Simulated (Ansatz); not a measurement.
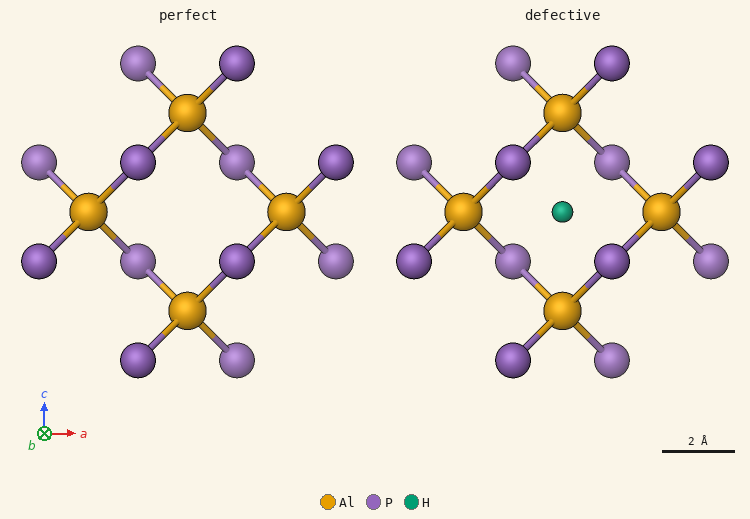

Left: perfect AlP. Right: the same region with one point defect, after relaxing the atoms in a supercell of 32 sites. Style: ball-and-stick. Shown: the atoms within 4.6 Å of one point, in a slice 4.2 Å thick across the line of sight, along the b axis.

All numbers below come from Ansatz, DFT PBE, scalar-relativistic, plane waves, PAW. Settings: plane-wave cutoff 420 eV; k-point mesh 2 × 2 × 2; occupations gaussian; smearing width 0.01 eV; mesh shifted by (0.5, 0.5, 0.5); collinear spin. The cell is small and the k-mesh coarse, so the numbers are rough. The axes drawn are those of the host's conventional cell.

Q: What kind of defect was made?

A: An extra hydrogen atom is put between the host's atoms (an interstitial).

The charge state of the cell is 0.

Q: How does the lattice respond?

A: The H atom starts with 4 P at 2.38 Å, 6 Al at 2.75 Å around its place and ends with 4 P at 2.39 Å, 6 Al at 2.75 Å. Of the host's atoms, an aluminium atom moves furthest from its site, by 0.01 Å. The cell's net moment is 1.00 μB. At a tolerance of 0.02 Å the relaxed supercell has space group I-43m.
